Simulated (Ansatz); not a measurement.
# Ta3N5: what the fields show

Input file:

```
crystal:
  lattice:
    - [1.9260557317, -5.0777503025, 0.0]
    - [1.9260557317, 5.0777503025, 0.0]
    - [0.0, 0.0, 10.1743562954]
  atoms:
    - { symbol: Ta, position: [0.8010230501, 0.1989769499, 0.25] }
    - { symbol: Ta, position: [0.1989769499, 0.8010230501, 0.75] }
    - { symbol: Ta, position: [0.8662827757, 0.1337172243, 0.5594876984] }
    - { symbol: Ta, position: [0.1337172243, 0.8662827757, 0.0594876984] }
    - { symbol: Ta, position: [0.1337172243, 0.8662827757, 0.4405123016] }
    - { symbol: Ta, position: [0.8662827757, 0.1337172243, 0.9405123016] }
    - { symbol: "N", position: [0.2353095623, 0.7646904377, 0.25] }
    - { symbol: "N", position: [0.7646904377, 0.2353095623, 0.75] }
    - { symbol: "N", position: [0.9528931924, 0.0471068076, 0.1200226139] }
    - { symbol: "N", position: [0.0471068076, 0.9528931924, 0.6200226139] }
    - { symbol: "N", position: [0.0471068076, 0.9528931924, 0.8799773861] }
    - { symbol: "N", position: [0.9528931924, 0.0471068076, 0.3799773861] }
    - { symbol: "N", position: [0.691578019, 0.308421981, 0.0731582858] }
    - { symbol: "N", position: [0.308421981, 0.691578019, 0.5731582858] }
    - { symbol: "N", position: [0.308421981, 0.691578019, 0.9268417142] }
    - { symbol: "N", position: [0.691578019, 0.308421981, 0.4268417142] }
basis:
  ecutwfc: 420
kpoints:
  mp_grid: { grid: [8, 8, 4] }
  band_path:
    path:
      - [[0.0, 0.0, 0.0], [-0.5, 0.5, 0.0], [-0.28596955, 0.71403045, 0.0]]
      - [[0.28596955, 0.28596955, 0.0], [0.0, 0.0, 0.0], [0.0, 0.0, 0.5], [0.28596955, 0.28596955, 0.5]]
      - [[-0.28596955, 0.71403045, 0.5], [-0.5, 0.5, 0.5], [-0.5, 0.5, 0.0]]
      - [[0.0, 0.0, 0.0], [0.0, 0.5, 0.0], [0.0, 0.5, 0.5], [0.0, 0.0, 0.5], [-0.5, 0.5, 0.5]]
    npoints: 10
hamiltonian:
  xc: lda
scf:
  occupations: { method: gaussian, width: 0.02 }
  n_extra_bands: 40
output:
  forces: true
  stress: true
  eigenvalues: true
  populations: true
  dos: { projected: true, de: 0.02, nscf_kmesh: { grid: [12, 12, 6] } }
  bader: false
  write_density: true
  write_potential: true
  elf: true
  volumetric_format: npy
```

Launched as:

```sh
ansatz run input.yaml --threads 4 --pin off --max-ram 10240MiB --backend cpu --events-out ev --progress --plain --runs-dir out
```

Below, planes, directions and counts refer to the conventional cell (a = 3.85 Å, b = 10.16 Å, c = 10.17 Å, α = 90.00°, β = 90.00°, γ = 90.00°).

Space group Cmcm.

The calculation used Ansatz 0.2.0, DFT LDA, scalar-relativistic, plane waves, PAW.

Core electrons are frozen (PAW), and the valence fields are smoothed inside the atomic spheres.

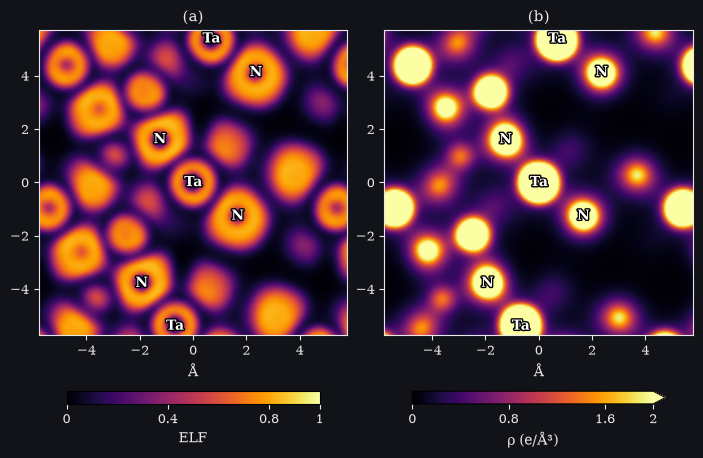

Figure 1. (a) electron localisation function; (b) valence pseudo-density on the (111) plane of the conventional cell.

Q: Read the bonding off the picture.

A: Atoms in the plane: Ta and N. Atoms just off the plane (Ta, 0.3 Å away and N, 0.4 Å away) can leave unmarked features too. Ta–N (2.03 Å): ρ at the midpoint is about 0.88 e/Å³; the ELF peaks at about 0.85 in the valence shell of N, 0.6 Å from its nucleus, and drops to about 0.30 between the two atoms; no localised pair shows between them. Ta–N (2.11 Å): ρ is about 0.73 e/Å³ halfway; the ELF peaks at about 0.80 in the valence shell of N, 0.7 Å from its nucleus, and is about 0.25 at the midpoint (no localised pair shows between them). Between the atoms the lowest density in this plane is 0.02 e/Å³. The features right at Ta lie inside the PAW spheres, where the map follows smoothed inner orbitals and isn't to be read closely.

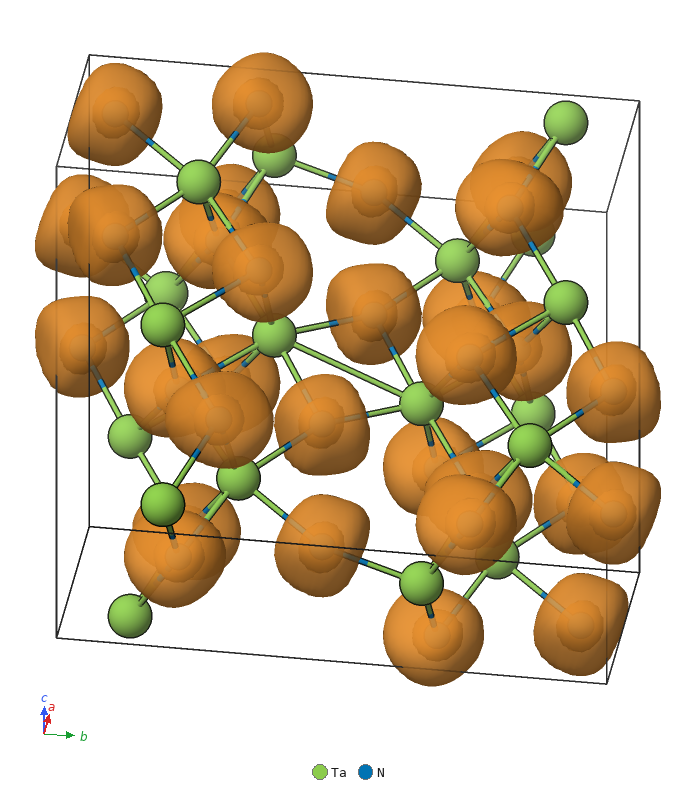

Figure 2. Isosurface of the ELF at 0.7 (orange), seen at an oblique angle. Only the valence region is drawn (cores and ρ < 0.01 e/Å³ removed). Sticks mark near contacts.

Q: Identify the bonds, lone pairs and shells in this picture.

A: The surface consists of 20 regions wrapped around N (the valence shell of each), counted in one cell of 32 atoms. Any copies at cell faces, edges or corners count once. Profiles from the grid: Ta–N (1.94 Å): the ELF peaks at about 0.85 in the valence shell of N, 0.6 Å from its nucleus, and drops to about 0.30 between the two atoms. Ta–Ta (2.97 Å): the ELF is about 0.20 at the midpoint; no localised pair shows between them.

Q: Metal or insulator at this level of theory?

A: It is gapped, with a Kohn–Sham gap of 1.1 eV on the k-point mesh, an upper bound to the gap of this method.
